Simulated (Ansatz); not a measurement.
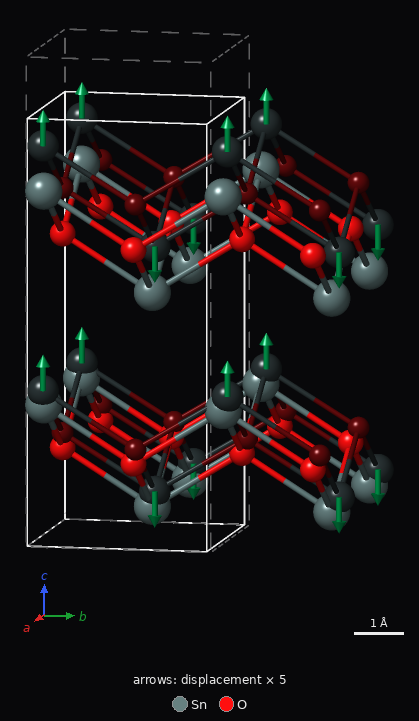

Solid SnO, drawn pale, and a changed version of it, drawn solid. The green arrows show how the atoms are displaced (without the part that the change of the cell carries along), magnified 5 times. A ball-and-stick model of the cell of the calculation, repeated 2 × 2 × 1 with one cell outlined, seen slightly off an axis.

The calculation used DFT PBE, scalar-relativistic, plane waves, PAW in Ansatz. Settings: plane-wave cutoff 420 eV; k-point mesh 10 × 10 × 4; occupations gaussian; no spin polarisation. Smearing widths differ between the runs.

### What was done to the structure, and with what result?

The crystal is put under a hydrostatic pressure of 8 GPa. Cell and atoms are relaxed at that pressure. Energy change: +62.2 meV per atom. The pressure goes from 0.0 to 8.0 GPa. The gap on the k-mesh of 0.52 eV closes: the variant is metallic. Cell: a = b 3.868 → 3.764 Å (−2.7 %), c 10.171 → 8.876 Å (−12.7 %). Volume −17.4 %. The largest moves relative to the cell, 0.15 Å, are those of Sn atoms. O stays in place. Near-neighbour distances before and after: O–Sn 2.255 → 2.212 Å. The space group stays P4/nmm (No. 129).

Limits of the set-up: layers or molecules are held without a dispersion correction, so their spacing is unreliable.
